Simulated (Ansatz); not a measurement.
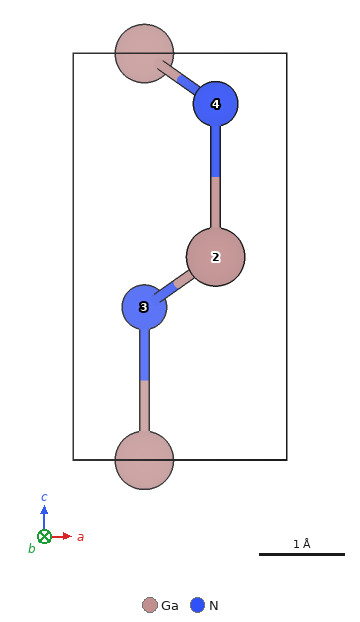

Figure 1. The structure (ball-and-stick view of the cell of the calculation, along the b axis; atoms are numbered from 1 in the order of the input). Near neighbours in the crystal (not all of them lie inside the picture): Ga has 4 N at 1.79 to 1.82 Å; N has 4 Ga at 1.79 to 1.82 Å.

**Single-point calculation of GaN**

System: GaN (4 atoms in the cell).
Method: DFT LDA, scalar-relativistic, plane waves, PAW, no spin polarisation (Ansatz 0.2.0).

The structure derives from an entry of the Crystallography Open Database. Figures and captions count atoms from 1; the log counts them from 0 in places.

**The program's output**
```
Engine: ansatz 0.2.0, aarch64-unknown-linux-gnu
Pseudopotentials: kind: paw
Pseudopotential: Ga, paw, valence charge 13, recommended cutoff 420 eV (normal), Ga.paw.azcp
Pseudopotential: N, paw, valence charge 5, recommended cutoff 420 eV (normal), N.paw.azcp
Functional definition: SPW92
  exchange = slater_x
  correlation = pw_c
Crystal: 4 atoms, lattice volume = 35.937 Å³
Basis set: ecut = 520 eV, 989 PW (Γ)
Bands: 22, of which v1, the nominal top of the filled ones, is band 18 counted from 1 (17 counted from 0)
Symmetry: 12 space group operations
Space group: P63mc (ITA 186), of the structure as read, at distance tolerance 3.3e-5 Å
k-points: 76 of 864 (time reversal used)
Non-local potential: Ga, projectors of the file, l = 0: 2, l = 1: 2, l = 2: 3, l = 3: 1
Non-local potential: N, projectors of the file, l = 0: 2, l = 1: 2, l = 2: 1
PAW form: soft (Blöchl's): semilocal exchange-correlation on the pseudo side does not see the compensation charge
PAW frozen core: Ga, regenerated for the run's functional, and the local potential with it (the file was generated under x = pbe(κ = 0.804, μ = 0.2195149727645171), c = pbe(β = 0.06672455060314922))
PAW frozen core: N, regenerated for the run's functional, and the local potential with it (the file was generated under x = pbe(κ = 0.804, μ = 0.2195149727645171), c = pbe(β = 0.06672455060314922))
PAW one-centre angular grid: Ga, 590 points (default); XC on 64 Gauss nodes
PAW one-centre angular grid: N, 110 points (default); XC on 64 Gauss nodes
Initial density: superposition of atomic densities (neutral atoms: chi_scale 0, normalization atom), corrected by the library's trained network
Initial wavefunctions: pseudopotential atomic-orbital guess
Functional: x = slater, c = lda
SCF iter   1: F=—  HF=-8162.811175 eV  |F-HF|=—  |Δ(HF+E_count)|=         —  Δρ=1.40e-2  dr2=5.80e-2  ethr=1.77e-3  ⟨swp⟩=5.2  Hψ=7264  notcnv=0
preconditioner: auto → none  [insulator: Δε(μ)=3.369 eV  Ē_g=18.323 eV  σ=0.050 eV  W_gap=1.00  n_scr=10 (ndim 8)  ℏωp=37.2 eV  f_vac=0.000  D(μ)=0.00/eV (n_scr^D=0)  ε∞_Penn≈5.1]
SCF iter   2: F=—  HF=-8162.792072 eV  |F-HF|=—  |Δ(HF+E_count)|=   1.91e-2  Δρ=3.52e-3  dr2=2.88e-3  ethr=1.61e-4  ⟨swp⟩=2.9  Hψ=3876  notcnv=0
SCF iter   3: F=—  HF=-8162.791108 eV  |F-HF|=—  |Δ(HF+E_count)|=   9.64e-4  Δρ=1.40e-3  dr2=1.96e-4  ethr=8.00e-6  ⟨swp⟩=3.0  Hψ=2948  notcnv=0
SCF iter   4: F=—  HF=-8162.791023 eV  |F-HF|=—  |Δ(HF+E_count)|=   8.50e-5  Δρ=3.11e-4  dr2=1.94e-5  ethr=5.45e-7  ⟨swp⟩=2.1  Hψ=2986  notcnv=0
SCF iter   5: F=—  HF=-8162.791014 eV  |F-HF|=—  |Δ(HF+E_count)|=   8.42e-6  Δρ=4.87e-5  dr2=3.90e-7  ethr=5.39e-8  ⟨swp⟩=2.0  Hψ=3038  notcnv=0
SCF iter   6: F=-8162.791014 eV  HF=-8162.791014 eV  |F-HF|=1.51e-9  |Δ(HF+E_count)|=   5.02e-9  Δρ=1.91e-6  dr2=1.13e-9  ethr=2.78e-10  ⟨swp⟩=8.3  Hψ=11534  notcnv=0
SCF 1 converged in 6 iterations: F = -8162.791014 eV  dr2 = 1.13e-9
  greatest PAW one-centre occupation: 0.996 electrons in one spin orbital (limit 2), on the Ga atom at site 1 (counted from 0), in its partial waves of l = 2
SCF converged after 6 iterations
Free energy (F): -8162.791014 eV
Harris-Foulkes:  -8162.791014 eV  (|F-HF|=1.51e-9)
Internal energy: -8162.791014 eV  (E = F + TS)
E sigma→0 (E₀):  -8162.791014 eV
Fermi energy:    15.249068 eV
--- Per-component energies (eV) ---
  E_band       = 102.321797
  E_kinetic    = 515.961928
  E_local      = -3524.612281  (includes V_loc(G=0)·N_el)
  E_nonlocal   = 958.976818
  E_hartree    = 1654.584832
  E_xc         = -264.035578
  E_vxc        = -279.010227  (∫ρ·V_xc dr)
  E_paw        = -4069.284162  (= ΣΔE_a)
  E_vpaw       = -878.164212  (= ΣTr[D̂ρ^β])
  E_aug_tail   = -0.000007  (compensation charges beyond the density's cutoff)
  E_ewald      = -3437.999612
  E_core_change = 3.617048  (= ΣΔE_core)
  E_smearing   = -0.000000  (= −TS)
  E_closure    = 0.000000  (closes the sum)
  Σ components = -8162.791014   (vs F -8162.791014, Δ=0.00e0)
--- Forces (eV/Å), atoms counted from 1 ---
  atom   1  Ga     0.00000000     0.00000000     0.36610903
  atom   2  Ga     0.00000000    -0.00000000     0.36610903
  atom   3  N      0.00000000    -0.00000000    -0.36611596
  atom   4  N      0.00000000     0.00000000    -0.36611596
  max |Σ_I F_I| component: 1.38e-5 eV/Å
--- Stress (GPa, compression-positive) ---
       68.332920      -0.000000      -0.000000
       -0.000000      68.332920       0.000000
       -0.000000       0.000000      60.115752
  P = ⅓ Tr σ = 65.5939 GPa (655.939 kbar)
--- Band table (eV; the first three rows and the last of 76) ---
  k-point 0: bands = ["-4.7534", "-3.1227", "-0.6365", "-0.6168", "-0.6168", "-0.5008", "-0.5008", "-0.0941", "-0.0941", "0.0871", "0.0871", "1.4310", "4.5189", "12.1786", "12.1786", "13.3722", "13.5176", "13.5176", "16.9801", "19.4128", "23.7848", "24.7275"]
  k-point 1: bands = ["-4.6376", "-3.2029", "-0.6252", "-0.6140", "-0.6140", "-0.5132", "-0.5132", "-0.0774", "-0.0774", "0.0792", "0.0792", "0.8974", "5.3780", "12.2646", "12.2646", "12.6135", "13.4245", "13.4245", "17.5471", "19.4533", "23.5819", "24.6516"]
  k-point 2: bands = ["-4.3156", "-3.4598", "-0.6021", "-0.6021", "-0.5620", "-0.5437", "-0.5437", "-0.0356", "-0.0356", "0.0545", "0.0545", "0.1251", "7.1108", "10.9928", "12.5023", "12.5023", "13.1723", "13.1723", "18.5483", "19.5036", "23.1489", "23.5523"]
  k-point 75: bands = ["-2.7652", "-2.7652", "-0.4089", "-0.4089", "-0.3739", "-0.3739", "-0.0779", "-0.0779", "-0.0258", "-0.0258", "2.1703", "2.1703", "6.0348", "6.0348", "7.8254", "7.8254", "11.4059", "11.4059", "21.0717", "21.0717", "21.1857", "21.1857"]
```

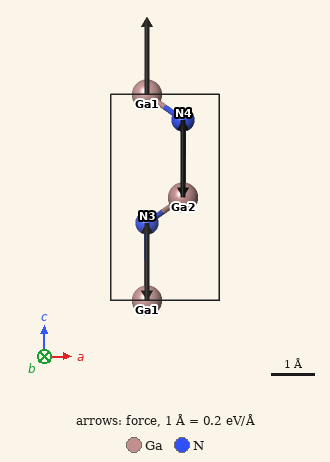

Figure 2. Forces on the atoms as black arrows (ball-and-stick view of the cell of the calculation, along the b axis; atoms are numbered from 1 in the order of the input). The largest act on N3, N4 (0.37 eV/Å); Ga1, Ga2 (0.37 eV/Å). The geometry is not a stationary point of this energy.

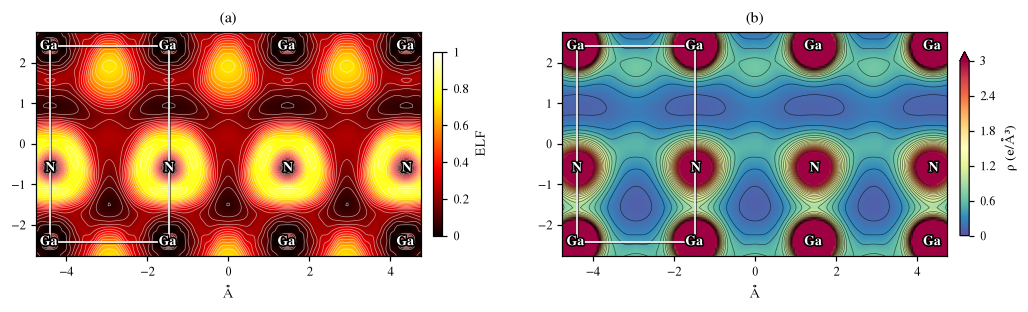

Figure 3. (a) ELF; (b) valence charge density (pseudo) on the (010) plane of the conventional cell. The section cuts through Ga and N sites. Ga–N (1.82 Å): ρ at the midpoint is about 0.96 e/Å³; the ELF is about 0.50 at the midpoint. Away from the nuclei the density in this plane falls to 0.1 e/Å³ at its lowest. The fields are those of the smooth PAW valence density.

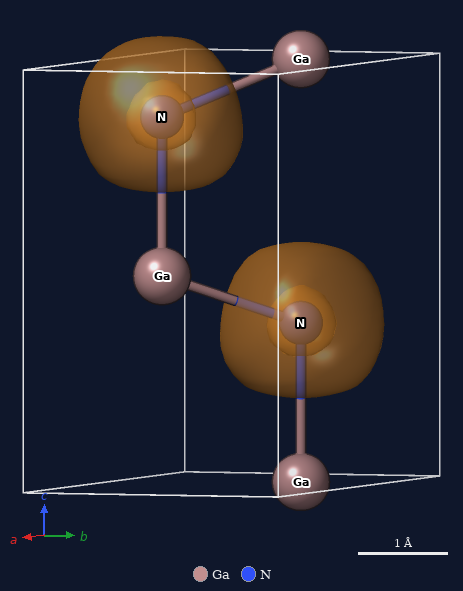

Figure 4. Isosurface of the electron localisation function at 0.6 (orange), seen at an oblique angle. Core shells and regions of very low density are left out. Sticks mark near contacts. The outline is the cell set on symmetry axes. Values along the shortest contacts: Ga–N (1.79 Å): the ELF is about 0.50 at the midpoint.

This output came from the following input.

**Input**
```yaml
crystal:
  lattice:
    - [2.9311, 0.0, 0.0]
    - [-1.46555, 2.538407061, 0.0]
    - [0.0, 0.0, 4.83]
  atoms:
    - { symbol: Ga, position: [0.3333333333, 0.6666666667, 0.9992962937] }
    - { symbol: Ga, position: [0.6666666667, 0.3333333333, 0.4992962937] }
    - { symbol: "N", position: [0.3333333333, 0.6666666667, 0.3757037063] }
    - { symbol: "N", position: [0.6666666667, 0.3333333333, 0.8757037063] }
basis:
  ecutwfc: 520.0
kpoints:
  mp_grid: { grid: [12, 12, 6] }
hamiltonian:
  xc: lda
  pseudopotentials: { kind: paw }
scf:
  occupations: { method: gaussian, width: 0.05 }
output:
  forces: true
  stress: true
  eigenvalues: true
  write_density: true
  write_potential: true
  elf: true
  volumetric_format: npy
```

Launch command:
```bash
ansatz run input.yaml --threads 1 --pin off --max-ram 2048MiB --backend cpu --events-out ev --progress --plain --runs-dir out
```

**Summary**

- outcome: converged
- space group (tolerance 0.01 Å): P6₃mc (186)
- electrons treated: 36
- free energy: −8162.7910 eV
- Fermi energy: 15.249 eV
- gap on the k-point mesh: 3.46 eV
- pressure: 65.59 GPa
- largest force (length of the vector): 0.366 eV/Å
- hardware: 1 thread of Arm Neoverse N1, 98 GiB of memory available, shared host
- wall time: 16 s
- peak memory: 0.36 GiB

**Remarks**

The cell is under a pressure of 66 GPa at this level, so it is not at its equilibrium volume.
